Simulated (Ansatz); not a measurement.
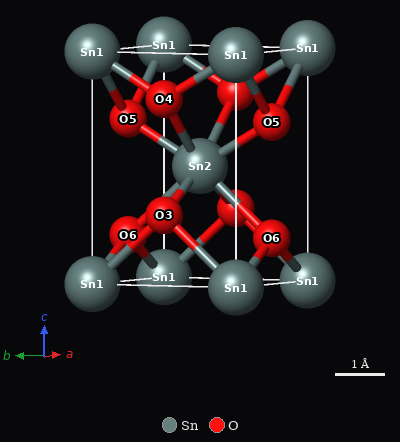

The structure as given in the input (ball-and-stick view of the cell of the calculation, seen at an oblique angle; atoms are numbered from 1 in the order of the input).

# From SnO2 to ZrO2

System: SnO2 (P4₂/nmc, 6 atoms in the cell).
Method of run A: DFT r2SCAN, scalar-relativistic, plane waves, PAW, no spin polarisation (Ansatz 0.2.0).
System of run B: ZrO2 (P4₂/nmc, 6 atoms in the cell).

On run A: The structure was made by swapping elements on the sites of another compound; it need not be a known phase. On run B: The structure derives from a Materials Project entry. Text and figures count atoms from 1; the logs count them from 0 in places.

### The input, run A
```yaml
crystal:
  lattice:
    - [3.3271758611, 0.0, 0.0]
    - [0.0, 3.3271758611, 0.0]
    - [0.0, 0.0, 4.8299556683]
  atoms:
    - { symbol: Sn, position: [0.0, 0.0, 0.0] }
    - { symbol: Sn, position: [0.5, 0.5, 0.5] }
    - { symbol: O, position: [0.0, 0.5, 0.3032141989] }
    - { symbol: O, position: [0.0, 0.5, 0.8032141989] }
    - { symbol: O, position: [0.5, 0.0, 0.6967858011] }
    - { symbol: O, position: [0.5, 0.0, 0.1967858011] }
basis:
  ecutwfc: 500
kpoints:
  mp_grid: { grid: [6, 6, 4] }
hamiltonian:
  xc: r2scan
scf:
  occupations: { method: gaussian, width: 0.1 }
output:
  forces: true
  stress: true
  eigenvalues: true
```

Command:
```bash
ansatz run input.yaml --threads 2 --pin off --max-ram 5120MiB --backend cpu --events-out ev --progress --plain --runs-dir out
```

Hardware: 2 threads of Oxide Virtual Turin-like (Zen 5), 32 GiB of memory available, shared host.

### Output, shortened to warnings, some set-up lines, iterations and results (run A)
```
Basis set: ecut = 500 eV, 1345 PW (Γ), exchange–correlation on 100×100×144 points (64 copies of the dense FFT grid, shifted against one another)
Symmetry: 16 space group operations
k-points: 30 of 144
Initial density: superposition of atomic densities (neutral atoms: chi_scale 0, normalization atom), corrected by the library's trained network
[...]
SCF iter   1: F=—  HF=-14348.315735 eV  |F-HF|=—  |Δ(HF+E_count)|=         —  Δρ=1.32e-2  dr2=7.62e-2  dr2_τ=5.40e-1  ethr=1.77e-3  ⟨swp⟩=5.9  Hψ=4089  notcnv=0
SCF iter   2: F=—  HF=-14348.556667 eV  |F-HF|=—  |Δ(HF+E_count)|=   2.41e-1  Δρ=7.95e-3  dr2=2.24e-2  dr2_τ=1.09e-3  ethr=1.46e-4  ⟨swp⟩=2.0  Hψ=2100  notcnv=0  defer=60
SCF iter   3: F=—  HF=-14348.555258 eV  |F-HF|=—  |Δ(HF+E_count)|=   1.41e-3  Δρ=1.54e-3  dr2=6.16e-4  dr2_τ=6.37e-5  ethr=4.31e-5  ⟨swp⟩=2.1  Hψ=1286  notcnv=0
SCF iter   4: F=—  HF=-14348.555293 eV  |F-HF|=—  |Δ(HF+E_count)|=   3.44e-5  Δρ=6.50e-4  dr2=2.19e-4  dr2_τ=1.21e-5  ethr=1.19e-6  ⟨swp⟩=2.7  Hψ=1796  notcnv=0
SCF iter   5: F=—  HF=-14348.555244 eV  |F-HF|=—  |Δ(HF+E_count)|=   4.86e-5  Δρ=1.09e-4  dr2=5.52e-6  dr2_τ=2.42e-7  ethr=4.22e-7  ⟨swp⟩=2.0  Hψ=1324  notcnv=0
SCF iter   6: F=—  HF=-14348.555245 eV  |F-HF|=—  |Δ(HF+E_count)|=   7.12e-7  Δρ=1.75e-5  dr2=1.74e-7  dr2_τ=1.08e-8  ethr=1.06e-8  ⟨swp⟩=2.6  Hψ=1558  notcnv=0
SCF iter   7: F=-14348.555245 eV  HF=-14348.555245 eV  |F-HF|=1.18e-9  |Δ(HF+E_count)|=   1.96e-8  Δρ=3.70e-6  dr2=6.56e-9  dr2_τ=3.91e-10  ethr=1.92e-10  ⟨swp⟩=6.2  Hψ=3848  …
SCF 1 converged in 7 iterations: F = -14348.555245 eV  dr2 = 6.56e-9
SCF converged after 7 iterations
Free energy (F): -14348.555245 eV
Harris-Foulkes:  -14348.555245 eV  (|F-HF|=1.18e-9)
Internal energy: -14348.555245 eV  (E = F + TS)
E sigma→0 (E₀):  -14348.555245 eV
Fermi energy:    16.689590 eV
--- Per-component energies (eV) ---
  E_band       = 118.400925
  E_kinetic    = 1125.458039
  E_local      = -1998.509012  (includes V_loc(G=0)·N_el)
  E_nonlocal   = 136.680442
  E_hartree    = 1189.852361
  E_xc         = -1046.289482
  E_vxc        = -636.193901  (∫ρ·V_xc dr)
  E_paw        = -8993.866488  (= ΣΔE_a)
  E_vpaw       = -927.539018  (= ΣTr[D̂ρ^β])
  E_aug_tail   = 0.004278  (compensation charges beyond the density's cutoff)
  E_vtau       = 38.794110  (kinetic-family band-sum trace: ∫τ·v_τ [+ j·A + Jᵃ·Aᵃ] dr)
  E_ewald      = -4763.228259
  E_core_change = 1.342876  (= ΣΔE_core)
  E_smearing   = -0.000000  (= −TS)
  E_closure    = -0.000000  (closes the sum)
  Σ components = -14348.555245   (vs F -14348.555245, Δ=0.00e0)
--- Forces (eV/Å), atoms counted from 1 ---
  atom   1  Sn     0.00000000     0.00000000     0.00000000
  atom   2  Sn     0.00000000     0.00000000    -0.00000000
  atom   3  O      0.00000000     0.00000000    -0.79899519
  atom   4  O      0.00000000     0.00000000    -0.79899519
  atom   5  O      0.00000000     0.00000000     0.79899519
  atom   6  O      0.00000000     0.00000000     0.79899519
  max |Σ_I F_I| component: 2.22e-16 eV/Å
--- Stress (GPa, compression-positive) ---
       80.587559       0.000000       0.000000
        0.000000      80.587559       0.000000
        0.000000       0.000000      80.054924
  P = ⅓ Tr σ = 80.4100 GPa (804.100 kbar)
```

For run B the input was changed thus:
```diff
-    - [3.3271758611, 0.0, 0.0]
-    - [0.0, 3.3271758611, 0.0]
-    - [0.0, 0.0, 4.8299556683]
+    - [3.60016846, 0.0, 0.0]
+    - [0.0, 3.60016846, 0.0]
+    - [0.0, 0.0, 5.22515604]
-    - { symbol: Sn, position: [0.0, 0.0, 0.0] }
-    - { symbol: Sn, position: [0.5, 0.5, 0.5] }
-    - { symbol: O, position: [0.0, 0.5, 0.3032141989] }
-    - { symbol: O, position: [0.0, 0.5, 0.8032141989] }
-    - { symbol: O, position: [0.5, 0.0, 0.6967858011] }
-    - { symbol: O, position: [0.5, 0.0, 0.1967858011] }
+    - { symbol: Zr, position: [0.0, 0.0, 0.0] }
+    - { symbol: Zr, position: [0.5, 0.5, 0.5] }
+    - { symbol: O, position: [0.0, 0.5, 0.30177491] }
+    - { symbol: O, position: [0.0, 0.5, 0.80177491] }
+    - { symbol: O, position: [0.5, 0.0, 0.69822509] }
+    - { symbol: O, position: [0.5, 0.0, 0.19822509] }
```

What does this change do to the results?

The total energies belong to different systems, so their difference says nothing on which is more stable or more accurate. The gap on the mesh goes from 4.04 to 4.61 eV. The pressure goes from 80.41 to −0.09 GPa. The largest force goes from 0.799 to 0.032 eV/Å. The volume per atom goes from 8.91 to 11.29 Å³. The number of SCF iterations is the same. The plane waves at Γ go from 1345 to 1723. On the same kind of shared host run B took about 1.5 times as long.

### Output, shortened to warnings, some set-up lines, iterations and results (run B)
```
Basis set: ecut = 500 eV, 1723 PW (Γ), exchange–correlation on 108×108×160 points (64 copies of the dense FFT grid, shifted against one another)
Symmetry: 16 space group operations
k-points: 30 of 144
Initial density: superposition of atomic densities (neutral atoms: chi_scale 0, normalization atom), corrected by the library's trained network
[...]
SCF iter   1: F=—  HF=-10676.173288 eV  |F-HF|=—  |Δ(HF+E_count)|=         —  Δρ=1.52e-2  dr2=1.85e-1  dr2_τ=3.81e-1  ethr=1.77e-3  ⟨swp⟩=5.0  Hψ=3685  notcnv=0
SCF iter   2: F=—  HF=-10676.295556 eV  |F-HF|=—  |Δ(HF+E_count)|=   1.22e-1  Δρ=6.61e-3  dr2=1.26e-2  dr2_τ=6.71e-3  ethr=3.85e-4  ⟨swp⟩=2.0  Hψ=1726  notcnv=0  defer=60
SCF iter   3: F=—  HF=-10676.295293 eV  |F-HF|=—  |Δ(HF+E_count)|=   2.63e-4  Δρ=2.78e-3  dr2=2.46e-3  dr2_τ=3.50e-4  ethr=2.62e-5  ⟨swp⟩=2.9  Hψ=1524  notcnv=0
SCF iter   4: F=—  HF=-10676.295342 eV  |F-HF|=—  |Δ(HF+E_count)|=   4.88e-5  Δρ=3.98e-4  dr2=4.59e-5  dr2_τ=1.10e-5  ethr=5.12e-6  ⟨swp⟩=2.1  Hψ=1452  notcnv=0
SCF iter   5: F=—  HF=-10676.295368 eV  |F-HF|=—  |Δ(HF+E_count)|=   2.61e-5  Δρ=9.29e-5  dr2=5.23e-6  dr2_τ=4.60e-7  ethr=9.56e-8  ⟨swp⟩=2.1  Hψ=1555  notcnv=0
SCF iter   6: F=—  HF=-10676.295368 eV  |F-HF|=—  |Δ(HF+E_count)|=   2.84e-7  Δρ=2.76e-5  dr2=5.44e-7  dr2_τ=4.22e-8  ethr=1.09e-8  ⟨swp⟩=2.0  Hψ=1320  notcnv=0
SCF iter   7: F=-10676.295367 eV  HF=-10676.295367 eV  |F-HF|=1.50e-8  |Δ(HF+E_count)|=   9.52e-8  Δρ=5.68e-6  dr2=2.39e-8  dr2_τ=4.81e-10  ethr=2.08e-10  ⟨swp⟩=5.5  Hψ=3292  …
SCF 1 converged in 7 iterations: F = -10676.295367 eV  dr2 = 2.39e-8
SCF converged after 7 iterations
Free energy (F): -10676.295367 eV
Harris-Foulkes:  -10676.295367 eV  (|F-HF|=1.50e-8)
Internal energy: -10676.295367 eV  (E = F + TS)
E sigma→0 (E₀):  -10676.295367 eV
Fermi energy:    13.059796 eV
--- Per-component energies (eV) ---
  E_band       = -184.970459
  E_kinetic    = 1378.103287
  E_local      = -2349.849302  (includes V_loc(G=0)·N_el)
  E_nonlocal   = 339.266348
  E_hartree    = 776.895712
  E_xc         = -610.946250
  E_vxc        = -852.420737  (∫ρ·V_xc dr)
  E_paw        = -6579.185305  (= ΣΔE_a)
  E_vpaw       = -305.677876  (= ΣTr[D̂ρ^β])
  E_aug_tail   = 0.004162  (compensation charges beyond the density's cutoff)
  E_vtau       = 51.807352  (kinetic-family band-sum trace: ∫τ·v_τ [+ j·A + Jᵃ·Aᵃ] dr)
  E_ewald      = -3630.126773
  E_core_change = -0.457247  (= ΣΔE_core)
  E_smearing   = -0.000000  (= −TS)
  E_closure    = -0.000000  (closes the sum)
  Σ components = -10676.295367   (vs F -10676.295367, Δ=0.00e0)
--- Forces (eV/Å), atoms counted from 1 ---
  atom   1  Zr     0.00000000     0.00000000     0.00000000
  atom   2  Zr     0.00000000     0.00000000    -0.00000000
  atom   3  O      0.00000000     0.00000000     0.03155189
  atom   4  O      0.00000000     0.00000000     0.03155189
  atom   5  O      0.00000000     0.00000000    -0.03155189
  atom   6  O      0.00000000     0.00000000    -0.03155189
  max |Σ_I F_I| component: 8.33e-17 eV/Å
--- Stress (GPa, compression-positive) ---
        0.017172       0.000000       0.000000
        0.000000       0.017172       0.000000
        0.000000       0.000000      -0.302539
  P = ⅓ Tr σ = -0.0894 GPa (-0.894 kbar)
```

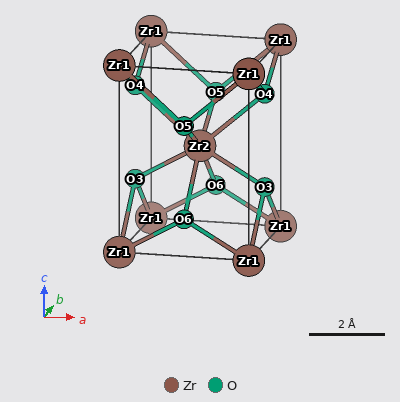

The input structure of run B (ball-and-stick view of the cell of the calculation, seen slightly off an axis; atoms are numbered from 1 in the order of the input).

### The two runs side by side

```csv
quantity,run A,run B
outcome,converged,converged
free energy per atom (eV),−2391.4259,−1779.3826
gap on the mesh (eV),4.04,4.61
pressure (GPa),80.41,−0.09
volume per atom (Å³),8.91,11.29
largest force (eV/Å),0.799,0.032
SCF iterations,7,7
irreducible k-points,30,30
plane waves at Γ,1345,1723
wall time (shared host),3.8 s,5.7 s
```

For run A: The cell is under a pressure of 80 GPa at this level, so it is not at its equilibrium volume.
